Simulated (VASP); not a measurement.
# Geometry relaxation of GaSb (part 2 of 2)

GaSb (F-43m, 2 atoms in the cell); Kohn-Sham DFT of a periodic cell, PBE, VASP PAW PBE potentials, recommended, no spin polarisation (VASP 6.6.1); cutoff 520 eV, 4×4×4 k-mesh, Gaussian smearing of 0.02 eV. The structure derives from an entry of the Crystallography Open Database.

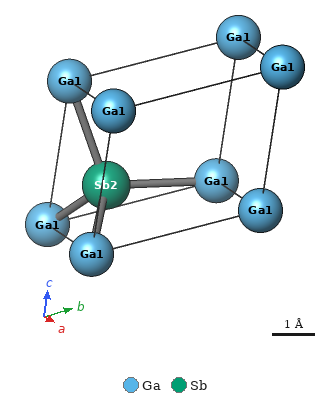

The geometry at step 1 of the log (ball-and-stick view of the cell of the calculation, seen slightly off an axis; atoms are numbered from 1 in the order of the input).

**Parts of OUTCAR, continued**
```
 VOLUME and BASIS-vectors are now :
 -----------------------------------------------------------------------------
  energy-cutoff  :      520.00
  volume of cell :       60.95
      direct lattice vectors                 reciprocal lattice vectors
     0.000000000  3.123473564  3.123473564    -0.160078192  0.160078192  0.160078192
     3.123473564  0.000000000  3.123473564     0.160078192 -0.160078192  0.160078192
     3.123473564  3.123473564  0.000000000     0.160078192  0.160078192 -0.160078192

 POSITION                                       TOTAL-FORCE (eV/Angst)
 -----------------------------------------------------------------------------------
      0.00000      0.00000      0.00000         0.000000      0.000000     -0.000000
      1.56174      1.56174      1.56174        -0.000000     -0.000000      0.000000
 -----------------------------------------------------------------------------------
    total drift:                                0.000001      0.000001      0.000001

  FREE ENERGIE OF THE ION-ELECTRON SYSTEM (eV)
  ---------------------------------------------------
  free  energy   TOTEN  =        -7.1895105371 eV

  energy  without entropy=       -7.1890284673  energy(sigma->0) =       -7.18926950

--------------------------------------- Ionic step        2  -------------------------------------------

 number of electron      17.9999994 magnetization

 Free energy of the ion-electron system (eV)
  ---------------------------------------------------
  ext. energy  EPLUGINS =         0.00000000
  ---------------------------------------------------
  free energy    TOTEN  =        -7.18951118 eV

  energy without entropy =       -7.18902911  energy(sigma->0) =       -7.18927015

 E-fermi :   4.2946     XC(G=0):  -8.7862     alpha+bet : -9.4689

 val. band max:        4.2884846654   @ k =   0.0000   0.0000   0.0000
 cond. band min:       4.5590639623   @ k =   0.5000   0.0000   0.0000
 fundamental gap:      0.2705792969
 Fermi energy:         4.2945756870

 k-point     1 :       0.0000    0.0000    0.0000
  band No.  band energies     occupation
      1     -10.6555      2.00000
      2     -10.6555      2.00000
      3     -10.6555      2.00000
      4     -10.6155      2.00000
      5     -10.6155      2.00000
      6      -6.7680      2.00000
      7       3.8848      2.00000
      8       4.2885      1.33337
      9       4.2885      1.33331
     10       4.2885      1.33331
     11       7.0576      0.00000
     12       7.0576      0.00000
     13       7.0576      0.00000

 k-point     2 :       0.2500    0.0000    0.0000
  band No.  band energies     occupation
      1     -10.6659      2.00000
      2     -10.6508      2.00000
      3     -10.6508      2.00000
      4     -10.6157      2.00000
      5     -10.6157      2.00000
      6      -6.2012      2.00000
      7       0.3509      2.00000
      8       3.6475      2.00000
      9       3.6475      2.00000
     10       4.9374      0.00000
     11       7.8705      0.00000
     12       7.8705      0.00000
     13       9.2205      0.00000

 k-point     3 :       0.5000    0.0000    0.0000
  band No.  band energies     occupation
      1     -10.6762      2.00000
      2     -10.6470      2.00000
      3     -10.6470      2.00000
      4     -10.6151      2.00000
      5     -10.6151      2.00000
      6      -5.2952      2.00000
      7      -1.7930      2.00000
      8       3.2266      2.00000
      9       3.2266      2.00000
     10       4.5591      0.00000
     11       8.0133      0.00000
     12       8.0133      0.00000
     13      10.7848      0.00000

 k-point     4 :       0.2500    0.2500    0.0000
  band No.  band energies     occupation
      1     -10.6739      2.00000
      2     -10.6459      2.00000
      3     -10.6459      2.00000
      4     -10.6195      2.00000
      5     -10.6137      2.00000
      6      -5.9977      2.00000
      7       0.2490      2.00000
      8       2.7644      2.00000
      9       2.7644      2.00000
     10       5.5803      0.00000
     11       6.8830      0.00000
     12       9.5940      0.00000
     13       9.5940      0.00000

 k-point     5 :       0.5000    0.2500    0.0000
  band No.  band energies     occupation
      1     -10.6822      2.00000
      2     -10.6426      2.00000
      3     -10.6412      2.00000
      4     -10.6198      2.00000
      5     -10.6139      2.00000
      6      -5.0148      2.00000
      7      -1.6693      2.00000
      8       1.4374      2.00000
      9       2.4593      2.00000
     10       5.8823      0.00000
     11       8.0612      0.00000
     12       9.3687      0.00000
     13       9.9515      0.00000

 k-point     6 :      -0.2500    0.2500    0.0000
  band No.  band energies     occupation
      1     -10.6765      2.00000
      2     -10.6455      2.00000
      3     -10.6453      2.00000
      4     -10.6166      2.00000
      5     -10.6160      2.00000
      6      -5.3920      2.00000
      7      -1.0873      2.00000
      8       1.3461      2.00000
      9       3.1631      2.00000
     10       6.1636      0.00000
     11       8.7741      0.00000
     12       8.8429      0.00000
     13       9.2091      0.00000

 k-point     7 :       0.5000    0.5000    0.0000
  band No.  band energies     occupation
      1     -10.6905      2.00000
      2     -10.6361      2.00000
      3     -10.6361      2.00000
      4     -10.6244      2.00000
      5     -10.6119      2.00000
      6      -4.5508      2.00000
      7      -2.2620      2.00000
      8       1.9180      2.00000
      9       1.9181      2.00000
     10       5.2446      0.00000
     11       5.6411      0.00000
     12      12.5522      0.00000
     13      12.5522      0.00000

 k-point     8 :      -0.2500    0.5000    0.2500
  band No.  band energies     occupation
      1     -10.6850      2.00000
      2     -10.6425      2.00000
      3     -10.6373      2.00000
      4     -10.6200      2.00000
      5     -10.6149      2.00000
      6      -4.5160      2.00000
      7      -2.1505      2.00000
      8       1.2127      2.00000
      9       1.4223      2.00000
     10       7.7293      0.00000
     11       8.5314      0.00000
     12       8.5813      0.00000
     13       9.0317      0.00000

------------------------ aborting loop because EDIFF is reached ----------------------------------------

  FORCE on cell =-STRESS in cart. coord.  units (eV):
  Direction    XX          YY          ZZ          XY          YZ          ZX
  --------------------------------------------------------------------------------------
  -------------------------------------------------------------------------------------
  Total       -0.0000768     -0.0000768     -0.0000768     -0.0000000      0.0000000     -0.0000000
  in kB       -0.0020191     -0.0020191     -0.0020191     -0.0000000      0.0000000     -0.0000000
  external PRESSURE =      -0.0020191 kB  Pullay stress =       0.0000000 kB

 VOLUME and BASIS-vectors are now :
 -----------------------------------------------------------------------------
  energy-cutoff  :      520.00
  volume of cell :       60.97
      direct lattice vectors                 reciprocal lattice vectors
     0.000000000  3.123885018  3.123885018    -0.160057107  0.160057107  0.160057107
     3.123885018 -0.000000000  3.123885018     0.160057107 -0.160057107  0.160057107
     3.123885018  3.123885018  0.000000000     0.160057107  0.160057107 -0.160057107

 POSITION                                       TOTAL-FORCE (eV/Angst)
 -----------------------------------------------------------------------------------
      0.00000      3.12389      3.12389        -0.000000     -0.000000     -0.000000
      1.56194      1.56194      1.56194         0.000000      0.000000      0.000000
 -----------------------------------------------------------------------------------
    total drift:                                0.000001      0.000001      0.000001

  FREE ENERGIE OF THE ION-ELECTRON SYSTEM (eV)
  ---------------------------------------------------
  free  energy   TOTEN  =        -7.1895111816 eV

  energy  without entropy=       -7.1890291118  energy(sigma->0) =       -7.18927015

 reached required accuracy - stopping structural energy minimisation
```

**CONTCAR**
```
GaSb
   1.00000000000000
     0.0000000000000000    3.1238850184042222    3.1238850184042222
     3.1238850184042222   -0.0000000000000000    3.1238850184042222
     3.1238850184042222    3.1238850184042222    0.0000000000000000
  Ga              Sb
     1     1
Direct
     1.0000000000000000    0.0000000000000000    0.0000000000000000
     0.2500000000000000    0.2500000000000000    0.2500000000000000

  0.00000000E+00  0.00000000E+00  0.00000000E+00
  0.00000000E+00  0.00000000E+00  0.00000000E+00
```

**Trajectory as extended XYZ (Å, eV, eV/Å), 2 frames, from step=0 to step=1**
```
2
Lattice="0.0000 3.1235 3.1235 3.1235 0.0000 3.1235 3.1235 3.1235 0.0000" Properties=species:S:1:pos:R:3:forces:R:3 step=0 energy=-7.18951
Ga    0.0000    0.0000    0.0000    0.0000   0.0000   0.0000
Sb    1.5617    1.5617    1.5617    0.0000   0.0000   0.0000
2
Lattice="0.0000 3.1239 3.1239 3.1239 -0.0000 3.1239 3.1239 3.1239 0.0000" Properties=species:S:1:pos:R:3:forces:R:3 step=1 energy=-7.18951
Ga    0.0000    3.1239    3.1239    0.0000   0.0000   0.0000
Sb    1.5619    1.5619    1.5619    0.0000   0.0000   0.0000
```

This output came from the following input.

**INCAR**
```
SYSTEM = GaSb
  PREC = Accurate
  ENCUT = 520
  EDIFF = 1E-7
  ISMEAR = 0
  SIGMA = 0.02
  LREAL = .False.
  LASPH = .True.
  NELM = 60
  ALGO = Normal
  ISIF = 3
  LWAVE = .False.
  LCHARG = .False.
  GGA = PE
  IBRION = 2
  NSW = 80
  EDIFFG = -0.002
```

**KPOINTS**
```
regular mesh
0
Gamma
  4 4 4
  0 0 0
```

**POSCAR**
```
GaSb                                    
1.0
    0.0000000000      3.1234735642      3.1234735642
    3.1234735642      0.0000000000      3.1234735642
    3.1234735642      3.1234735642      0.0000000000
  Ga              Sb            
     1     1
Direct
     0.0000000000000000    0.0000000000000000    0.0000000000000000
     0.2500000000000000    0.2500000000000000    0.2500000000000000
```

Run as:
```bash
cat potpaw_PBE.64/Ga_d/POTCAR potpaw_PBE.64/Sb/POTCAR > POTCAR
mpirun -np 1 vasp_std > vasp.out
```

**Summary**

| quantity | value |
| --- | --- |
| outcome | converged |
| space group (tolerance 0.01 Å) | F-43m (216) |
| electrons treated | 18 |
| free energy | −7.1895 eV |
| gap on the k-point mesh | none (metallic) |
| pressure | 0.00 GPa |
| final volume | 60.97 Å³ |
| largest force (length of the vector) at the end | under 0.001 eV/Å |
| final cell | a = 4.418 Å, b = 4.418 Å, c = 4.418 Å, α = 60.00°, β = 60.00°, γ = 60.00° |
| hardware | 1 thread of Intel Xeon @ 2.50GHz (Skylake/Cascade Lake), 64 GiB of memory available, shared host |
| wall time | 15 s |
| peak memory | 0.2 GiB |
